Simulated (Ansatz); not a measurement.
Run report: Si32C (charge +1), geometry relaxation (part 3 of 3)

The same run, continued: Si32C (defect cell, 33 atoms in the cell, total charge +1); DFT PBE, scalar-relativistic, plane waves, PAW, spin-polarised (Ansatz 0.2.0); cutoff 420 eV, 3×3×3 k-mesh, Gaussian smearing of 0.01 eV, collinear spins. The structure derives from a Materials Project entry. It belongs to a series of runs on one base structure; here: C interstitial, charge +1, atoms relaxed at the host's cell.

## Output, continued
```
  k-point 13 ↓: bands = ["-6.6381", "-5.1622", "-4.5909", "-4.5614", "-4.5105", "-4.1102", "-3.8564", "-3.5990", "-3.5436", "-3.4924", "-2.8772", "-2.3286", "-2.3014", "-2.2732", "-1.9501", "-1.7213", "-1.5624", "-1.5372", "-1.4261", "-0.8669", "-0.8044", "-0.7505", "-0.7247", "-0.5326", "-0.5039", "-0.4467", "0.4836", "1.3538", "1.4738", "1.8232", "1.8266", "1.9780", "2.0222", "2.0756", "2.1191", "2.1822", "2.4476", "2.5773", "2.6289", "2.7094", "2.9818", "2.9832", "3.0708", "3.3237", "3.3845", "3.5205", "3.7553", "3.8086", "3.8093", "3.8845", "4.0526", "4.1858", "4.2201", "4.3122", "4.4416", "4.4674", "4.5537", "4.5590", "4.6576", "4.7779", "4.8473", "4.8540", "4.8825", "4.8979", "5.0745", "6.5173", "6.7566", "6.9420", "7.6565", "7.7769", "7.9192", "7.9769", "7.9806", "8.0145", "8.0278", "8.2899", "8.5486", "8.6064", "8.8389", "8.9423", "9.0010", "9.0861", "9.3495", "9.3692", "9.4268", "9.4601", "9.5097", "9.5274", "9.5622", "9.5662", "9.6641", "9.7004", "9.7282", "9.7621", "10.0107", "10.0121", "10.1829", "10.3132", "10.3846", "10.4508"]
--- Relaxed structure (4 steps of the walk, 4 accepted, 0 SCFs on fresh bases) ---
  F+E_penalty+E_count = -20599.65163011 eV   max|allowed force component| = 7.851e-3 eV/Å
  atoms:
    - { symbol: Si, position: [0.4918404138991771, 0.7559754018735388, 1.0045552939004248] }
    - { symbol: Si, position: [0.2532305383800685, 0.7612671710695311, 0.25203744169304115] }
    - { symbol: Si, position: [-0.0006501258781557162, 0.7452200978620684, 0.47120610201428903] }
    - { symbol: Si, position: [0.4918219970443358, 1.005277005935636, 0.7552317788218355] }
    - { symbol: Si, position: [0.7711325011517545, 0.7893719640027739, 0.7886382202617587] }
    - { symbol: Si, position: [0.22713910891950345, 1.0172949195434828, 1.016550696994878] }
    - { symbol: Si, position: [-0.0007677817451169633, 0.010610146841482343, 0.26518370977653644] }
    - { symbol: Si, position: [0.5066594454572418, 0.2633748842275603, 0.5119377870801893] }
    - { symbol: Si, position: [0.7452173786694621, -0.001222556534365704, 0.5065168815893362] }
    - { symbol: Si, position: [0.25322209173955723, 0.2527986440370876, 0.7605024043939167] }
    - { symbol: Si, position: [-0.000743472905454623, 0.2659275361481706, 0.009899709115558375] }
    - { symbol: Si, position: [0.506626265086241, 0.5126411261115216, 0.26262230323233116] }
    - { symbol: Si, position: [0.7384440601237867, 0.2457495321217501, 0.24500003120199748] }
    - { symbol: Si, position: [0.25999269188607, 0.5064951340327957, 0.5057654041654724] }
    - { symbol: Si, position: [-0.0007022719065357952, 0.47186586763626986, 0.7444509577516067] }
    - { symbol: Si, position: [0.7452360988518457, 0.5072449843185426, -0.0019235193673416973] }
    - { symbol: Si, position: [0.2576211203503775, 0.49888100332308316, 0.7519023179383273] }
    - { symbol: Si, position: [-0.0007610187137895297, 0.5136640673411657, 0.005801043782327708] }
    - { symbol: Si, position: [0.7409188713462747, 0.49430717094876936, 0.23981120817197754] }
    - { symbol: Si, position: [0.25763755282448425, 0.7526256121654211, 0.4981052112271706] }
    - { symbol: Si, position: [0.525832637872206, 0.5231940837677534, 0.5224604510227538] }
    - { symbol: Si, position: [-0.0010763440238271006, 0.6895250715686757, 0.6888540657574268] }
    - { symbol: Si, position: [0.7464736968558725, 0.7630246493392265, 0.017739222169552225] }
    - { symbol: Si, position: [0.25198901585191885, 0.015802213767781386, 0.2704526205026562] }
    - { symbol: Si, position: [0.49921643217065564, 0.7551678285067205, 0.2544484669123185] }
    - { symbol: Si, position: [-0.0007707232042905021, 0.006529613180827232, 0.5129344475034386] }
    - { symbol: Si, position: [0.7464811333135067, 0.018493576353536906, 0.7623231647558069] }
    - { symbol: Si, position: [0.2519724910450867, 0.2711642880085452, 0.015018710947022316] }
    - { symbol: Si, position: [0.47259369980990024, -0.003447234166817942, -0.004178778585067239] }
    - { symbol: Si, position: [-0.0007895386884474317, 0.25733341823911626, 0.25660763372775264] }
    - { symbol: Si, position: [0.7408895772760828, 0.24047951920150581, 0.493517801342424] }
    - { symbol: Si, position: [0.49922087176265034, 0.25518802166972787, 0.7544539323410284] }
    - { symbol: C, position: [-0.0008820290224422556, -0.14819642404288413, -0.14887856204274627] }
--- Löwdin populations: 33 sites ---
  site symbol       q [e]    m [muB]
     0     Si      3.9447     0.0168
     1     Si      3.9339     0.0083
     2     Si      3.9590     0.0484
     3     Si      3.9447     0.0168
     4     Si      3.6234    -0.0143
     5     Si      3.6234    -0.0143
     6     Si      3.9359    -0.0005
     7     Si      3.9447     0.0168
     8     Si      3.9339     0.0083
     9     Si      3.9339     0.0083
    10     Si      3.9359    -0.0005
    11     Si      3.9447     0.0168
    12     Si      3.9308     0.0026
    13     Si      3.9307     0.0026
    14     Si      3.9591     0.0483
    15     Si      3.9339     0.0083
    16     Si      3.9283     0.0119
    17     Si      3.9353     0.0024
    18     Si      3.9284     0.0119
    19     Si      3.9283     0.0119
    20     Si      3.9816     0.0016
    21     Si      3.4093    -0.0120
    22     Si      3.9375     0.0397
    23     Si      3.9375     0.0396
    24     Si      3.9358     0.0196
    25     Si      3.9353     0.0024
    26     Si      3.9375     0.0396
    27     Si      3.9375     0.0397
    28     Si      3.9814     0.0016
    29     Si      3.9327     0.0058
    30     Si      3.9283     0.0119
    31     Si      3.9358     0.0196
    32      C      4.7868     0.5331
  spilling = 0.009848 (of n_electrons = 131.000000)
```

## File populations.tsv
```
# site	symbol	l	j	q_up	q_dn
# orbitals = lowdin
# n_electrons = 131.000000
# spilling = 0.009848
0	Si	0_3S	-	0.595734	0.592813
0	Si	1_3P	-	1.385010	1.371129
1	Si	0_3S	-	0.593180	0.592458
1	Si	1_3P	-	1.377936	1.370356
2	Si	0_3S	-	0.601204	0.594954
2	Si	1_3P	-	1.402508	1.360375
3	Si	0_3S	-	0.595737	0.592820
3	Si	1_3P	-	1.384989	1.371132
4	Si	0_3S	-	0.558464	0.561279
4	Si	1_3P	-	1.246111	1.257590
5	Si	0_3S	-	0.558467	0.561283
5	Si	1_3P	-	1.246058	1.257560
6	Si	0_3S	-	0.596010	0.595805
6	Si	1_3P	-	1.371719	1.372391
7	Si	0_3S	-	0.595787	0.592873
7	Si	1_3P	-	1.384946	1.371097
8	Si	0_3S	-	0.593197	0.592476
8	Si	1_3P	-	1.377909	1.370330
9	Si	0_3S	-	0.593179	0.592458
9	Si	1_3P	-	1.377922	1.370356
10	Si	0_3S	-	0.596002	0.595796
10	Si	1_3P	-	1.371733	1.372405
11	Si	0_3S	-	0.595781	0.592868
11	Si	1_3P	-	1.384948	1.371099
12	Si	0_3S	-	0.603470	0.603276
12	Si	1_3P	-	1.363228	1.360853
13	Si	0_3S	-	0.603453	0.603258
13	Si	1_3P	-	1.363193	1.360813
14	Si	0_3S	-	0.601159	0.594916
14	Si	1_3P	-	1.402539	1.360462
15	Si	0_3S	-	0.593201	0.592481
15	Si	1_3P	-	1.377904	1.370328
16	Si	0_3S	-	0.595040	0.594233
16	Si	1_3P	-	1.375020	1.363973
17	Si	0_3S	-	0.597660	0.597378
17	Si	1_3P	-	1.371198	1.369035
18	Si	0_3S	-	0.595098	0.594291
18	Si	1_3P	-	1.375022	1.363960
19	Si	0_3S	-	0.595055	0.594247
19	Si	1_3P	-	1.375008	1.363953
20	Si	0_3S	-	0.614550	0.614623
20	Si	1_3P	-	1.377045	1.375344
21	Si	0_3S	-	0.589020	0.592256
21	Si	1_3P	-	1.109626	1.118435
22	Si	0_3S	-	0.599332	0.594552
22	Si	1_3P	-	1.389232	1.354351
23	Si	0_3S	-	0.599359	0.594582
23	Si	1_3P	-	1.389216	1.354355
24	Si	0_3S	-	0.591205	0.588927
24	Si	1_3P	-	1.386487	1.369187
25	Si	0_3S	-	0.597659	0.597377
25	Si	1_3P	-	1.371211	1.369053
26	Si	0_3S	-	0.599334	0.594560
26	Si	1_3P	-	1.389241	1.354369
27	Si	0_3S	-	0.599338	0.594561
27	Si	1_3P	-	1.389257	1.354383
28	Si	0_3S	-	0.614604	0.614676
28	Si	1_3P	-	1.376891	1.375190
29	Si	0_3S	-	0.602332	0.601687
29	Si	1_3P	-	1.366951	1.361757
30	Si	0_3S	-	0.595097	0.594290
30	Si	1_3P	-	1.375012	1.363945
31	Si	0_3S	-	0.591212	0.588935
31	Si	1_3P	-	1.386472	1.369184
32	C	0_2S	-	0.613567	0.593641
32	C	1_2P	-	2.046347	1.533214
```

## Trajectory as extended XYZ (Å, eV, eV/Å), 3 of the 4 frames kept, from step=1 to step=4
```
33
Lattice="5.4701 5.4701 -5.4701 -5.4701 5.4701 5.4701 5.4701 -5.4701 5.4701" Properties=species:S:1:pos:R:3:forces:R:3 step=1 energy=-20599.52555
Si    4.0485    1.3230    6.9429   -0.0869  -0.0126  -0.0185
Si   -1.4010    4.1684    4.1562   -0.1584   0.1447   0.0855
Si   -1.4813    1.4734    6.6524    0.0250  -0.0130   0.1628
Si    1.3170    4.0552    6.9427   -0.0173  -0.0801  -0.0270
Si    4.2143    4.2229    4.4090   -0.0926  -0.0509   0.1255
Si    1.2157    1.2366    9.8980    0.3351   0.0712  -0.1060
Si    1.4267   -1.4075    1.4878   -0.6833   0.0599   0.2478
Si    4.1405    1.4151    1.4732    0.0612   0.1343   0.0328
Si    6.8571    1.3000   -1.3149    0.0871  -0.0608  -0.0028
Si    4.1630   -1.3935    4.1551   -0.0130   0.0115  -0.1333
Si   -1.4567    1.4016    1.4889    0.8283   0.1223   0.0917
Si    1.4084    4.1465    1.4730    0.0748   0.0104  -0.0528
Si    4.0329    4.0396   -1.3621   -0.0090  -0.0130   0.0379
Si    1.4237    1.4304    4.1088    0.0265   0.0637   0.0595
Si    1.4678   -1.4758    6.6511    0.0655  -0.0753   0.1197
Si    1.2947    6.8646   -1.3137   -0.0372   0.0346  -0.0740
Si    2.7916    0.0180    5.4267    0.0050   0.0907   0.0440
Si   -2.7885    2.7814    2.8295   -0.1390   0.1048   0.0961
Si    2.6653    5.4515   -0.0432   -0.0042  -0.0961   0.0538
Si    0.0113    2.7975    5.4276    0.1075   0.0213   0.0489
Si    2.8865    2.8930    2.8492   -0.0989  -0.0824  -0.1371
Si   -0.0029   -0.0094    7.6223   -0.0696   0.1074  -1.2635
Si   -0.0228    8.1505    0.1691    0.3576   0.0763   0.2355
Si    2.7603    0.0171    0.2088    0.3004  -0.2251  -0.3246
Si   -0.0072    5.4690    2.7950   -0.0050  -0.0041   0.0091
Si    2.7753   -2.7823    2.8301    0.0902  -0.0710   0.0628
Si    8.1586   -0.0043    0.1909   -0.3172   0.0099  -0.1637
Si    0.0106    2.7970    0.1553   -0.5128  -0.1064   0.5090
Si    2.5705    2.5770   -2.6209    0.0128   0.0026  -0.0412
Si   -0.0123    0.0134    2.8289    0.0237  -0.1392  -0.5065
Si    5.4449    2.6711   -0.0441   -0.1120  -0.0047   0.0295
Si    5.4646    0.0008    2.7950   -0.0036  -0.0045   0.0019
C    -0.0082   -0.0096   -1.5888   -0.0409  -0.0262   0.7970
33
Lattice="5.4701 5.4701 -5.4701 -5.4701 5.4701 5.4701 5.4701 -5.4701 5.4701" Properties=species:S:1:pos:R:3:forces:R:3 step=3 energy=-20599.65122
Si    4.0503    1.3301    6.9402    0.0046  -0.0008  -0.0041
Si   -1.4014    4.1706    4.1571    0.0025   0.0059   0.0055
Si   -1.5010    1.4937    6.6550   -0.0059   0.0049   0.0095
Si    1.3212    4.0579    6.9402    0.0020   0.0062  -0.0008
Si    4.2124    4.2207    4.4148    0.0185   0.0190  -0.0226
Si    1.2404    1.2481    9.8853   -0.0195  -0.0183  -0.0187
Si    1.3892   -1.3985    1.5146   -0.0043   0.0077  -0.0089
Si    4.1324    1.4115    1.4695   -0.0049  -0.0051  -0.0007
Si    6.8548    1.2989   -1.3128   -0.0013  -0.0061   0.0057
Si    4.1615   -1.3928    4.1571    0.0074   0.0045   0.0055
Si   -1.4057    1.3975    1.5143    0.0057  -0.0091  -0.0095
Si    1.4030    4.1398    1.4693   -0.0020   0.0002   0.0005
Si    4.0347    4.0432   -1.3556    0.0058   0.0052  -0.0041
Si    1.4186    1.4269    4.1157   -0.0073  -0.0085  -0.0101
Si    1.4857   -1.4951    6.6546   -0.0023   0.0081   0.0135
Si    1.2918    6.8626   -1.3127   -0.0057  -0.0039   0.0062
Si    2.7936    0.0257    5.4322   -0.0022  -0.0085   0.0024
Si   -2.7843    2.7759    2.8450    0.0050  -0.0055  -0.0031
Si    2.6604    5.4443   -0.0382    0.0026   0.0046   0.0028
Si    0.0172    2.8026    5.4313   -0.0067  -0.0061   0.0014
Si    2.8702    2.8784    2.8409    0.0169   0.0151   0.0180
Si   -0.0063    0.0015    7.5460    0.0034  -0.0129   0.0529
Si    0.0064    8.1595    0.1880    0.0032   0.0038   0.0016
Si    2.7720   -0.0151    0.1889   -0.0021  -0.0049  -0.0003
Si   -0.0082    5.4698    2.7931   -0.0008   0.0002  -0.0071
Si    2.7682   -2.7772    2.8450   -0.0065   0.0075  -0.0026
Si    8.1511    0.0138    0.1891    0.0082   0.0085  -0.0019
Si   -0.0232    2.7803    0.1878   -0.0068  -0.0039  -0.0005
Si    2.5823    2.5906   -2.6285   -0.0125  -0.0145   0.0146
Si   -0.0080   -0.0002    2.8162    0.0003   0.0014   0.0009
Si    5.4360    2.6677   -0.0396    0.0053   0.0054   0.0055
Si    5.4618   -0.0001    2.7933   -0.0006  -0.0008  -0.0050
C    -0.0086   -0.0005   -1.6173    0.0001   0.0005  -0.0462
33
Lattice="5.4701 5.4701 -5.4701 -5.4701 5.4701 5.4701 5.4701 -5.4701 5.4701" Properties=species:S:1:pos:R:3:forces:R:3 step=4 energy=-20599.65163
Si    4.0502    1.3307    6.9399   -0.0010   0.0015  -0.0001
Si   -1.4003    4.1707    4.1577    0.0002  -0.0009   0.0002
Si   -1.5024    1.4953    6.6575   -0.0028  -0.0074   0.0025
Si    1.3225    4.0581    6.9398    0.0019  -0.0009  -0.0004
Si    4.2142    4.2222    4.4137    0.0028   0.0031  -0.0003
Si    1.2384    1.2465    9.8829    0.0008  -0.0006   0.0000
Si    1.3883   -1.3967    1.5128    0.0012  -0.0008  -0.0014
Si    4.1311    1.4118    1.4696   -0.0016   0.0000   0.0001
Si    6.8538    1.2990   -1.3124    0.0002   0.0000  -0.0012
Si    4.1623   -1.3920    4.1577   -0.0003  -0.0001   0.0002
Si   -1.4046    1.3964    1.5129   -0.0012   0.0008  -0.0014
Si    1.4037    4.1389    1.4695    0.0003  -0.0013   0.0001
Si    4.0353    4.0435   -1.3549   -0.0008  -0.0011  -0.0014
Si    1.4182    1.4262    4.1150   -0.0001   0.0005   0.0003
Si    1.4872   -1.4949    6.6572   -0.0047  -0.0057   0.0022
Si    1.2913    6.8617   -1.3124   -0.0004  -0.0002  -0.0011
Si    2.7933    0.0252    5.4327   -0.0013   0.0011  -0.0008
Si   -2.7822    2.7739    2.8457   -0.0003  -0.0004   0.0031
Si    2.6608    5.4450   -0.0372    0.0021   0.0028   0.0014
Si    0.0171    2.8016    5.4323    0.0008  -0.0025   0.0006
Si    2.8723    2.8804    2.8435   -0.0024  -0.0028  -0.0029
Si   -0.0096   -0.0022    7.5458    0.0017   0.0079  -0.0061
Si    0.0065    8.1601    0.1876    0.0000  -0.0003   0.0002
Si    2.7714   -0.0146    0.1874   -0.0006   0.0005   0.0003
Si   -0.0082    5.4697    2.7919    0.0011  -0.0003  -0.0009
Si    2.7659   -2.7743    2.8457   -0.0003   0.0000   0.0031
Si    8.1521    0.0145    0.1878   -0.0004  -0.0002  -0.0004
Si   -0.0228    2.7795    0.1871    0.0008   0.0002   0.0012
Si    2.5811    2.5891   -2.6268    0.0020   0.0024   0.0012
Si   -0.0083   -0.0003    2.8156    0.0002   0.0002   0.0013
Si    5.4369    2.6686   -0.0377    0.0027   0.0023   0.0024
Si    5.4618   -0.0002    2.7921   -0.0003   0.0015  -0.0011
C    -0.0086   -0.0011   -1.6202   -0.0004   0.0005  -0.0008
```

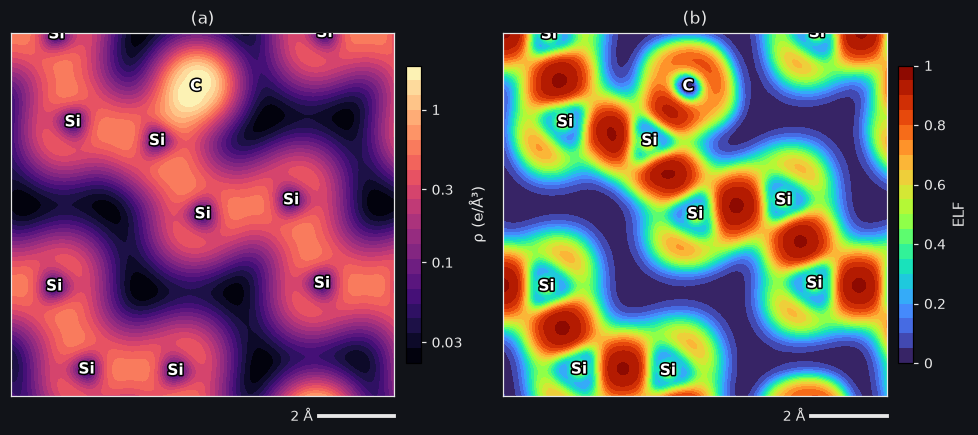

*(a) valence pseudo-density; (b) ELF on the (100) plane of the calculation cell.*

Atoms in the plane: Si and C. Si–Si (2.29 Å): ρ is about 0.61 e/Å³ halfway, a local maximum along the line; the ELF peaks at about 0.95 between the atoms (a covalent bond). Si–Si (2.37 Å): ρ at the midpoint is about 0.55 e/Å³, a local maximum along the line; the ELF peaks at about 0.95 between the atoms, which marks a covalent bond. Away from the nuclei the density in this plane falls to 0.02 e/Å³ at its lowest. The fields are those of the smooth PAW valence density.

## Summary

| quantity | value |
| --- | --- |
| outcome | converged |
| electrons treated | 131 |
| free energy | −20599.6516 eV |
| Fermi energy | 6.152 eV |
| gap on the k-point mesh | 0.05 eV |
| net moment of the cell | 1.00 μB |
| integrated absolute moment | 1.09 μB |
| final volume | 654.70 Å³ |
| largest force (length of the vector) at the end | 0.010 eV/Å |
| wall time | 3.5 min (CPU time 13 min) |
| peak memory | 2.5 GiB |
